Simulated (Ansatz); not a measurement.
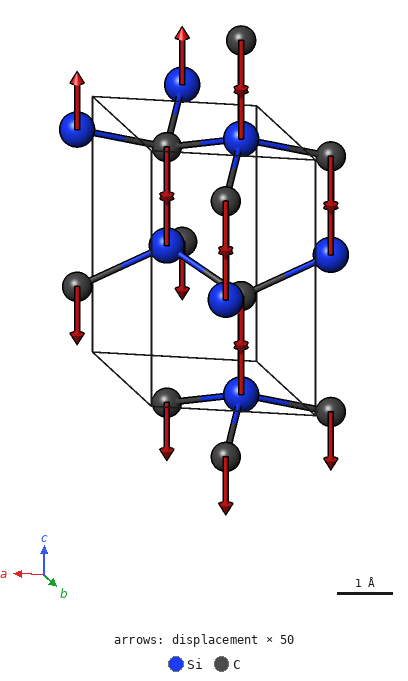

A relaxation of a crystal of SiC (set up in P6_3mc) (coarse preliminary run). The starting structure is drawn; red arrows show the displacements (the part carried along by the change of the cell is left out), magnified 50 times.

The picture is a ball-and-stick view of the cell of the calculation, seen from a free direction.

Computed with Ansatz 0.2.0, DFT PBE, scalar-relativistic, plane waves, PAW.

Input
```yaml
crystal:
  lattice:
    - [3.076, 0.0, 0.0]
    - [-1.538, 2.663894142, 0.0]
    - [0.0, 0.0, 5.048]
  atoms:
    - { symbol: Si, position: [0.3333333333, 0.6666666667, 0.0] }
    - { symbol: Si, position: [0.6666666667, 0.3333333333, 0.5] }
    - { symbol: C, position: [0.3333333333, 0.6666666667, 0.385] }
    - { symbol: C, position: [0.6666666667, 0.3333333333, 0.885] }
basis:
  ecutwfc: 420
kpoints:
  mp_grid: { grid: [9, 9, 4] }
hamiltonian:
  xc: pbe
scf:
  occupations: { method: gaussian, width: 0.1 }
output:
  forces: true
  stress: true
  eigenvalues: true
relax:
  adjacent_minimum: "off"
  f_tol: 0.05
  max_steps: 80
  cell: { stress_tol: 0.5 }
```

Launched with:
```bash
ansatz run input.yaml --threads 1 --pin off --max-ram 2560MiB --backend cpu --events-out ev --progress --plain --runs-dir out
```

**What did the optimiser do to the structure, and how much energy did it gain?**

The largest moves relative to the cell, 0.023 Å, are those of Si1, Si2, C3 and C4. C4 goes along −c. By element the largest moves are C 0.023 Å, Si 0.023 Å. The drawn cell changes as follows: a = b 3.076 → 3.091 Å (+0.5 %), c 5.048 → 5.075 Å (+0.5 %); the volume changes by +1.5 %. Some distances before and after: Si1–C3 1.943 → 1.907 Å, Si1–C4 1.868 → 1.893 Å. The space group stays P6_3mc (No. 186). After 3 accepted moves (4 points after the start) the energy has fallen by 10.7 meV per atom. Largest force component: 0.75 eV/Å at the start, 0.003 eV/Å at the end. Pressure: 3.69 GPa at the start and 0.04 GPa at the end. At 1 point the geometry stayed and the basis and grid were re-selected for the new cell (energy shift of 0.3 meV per atom at most each time).
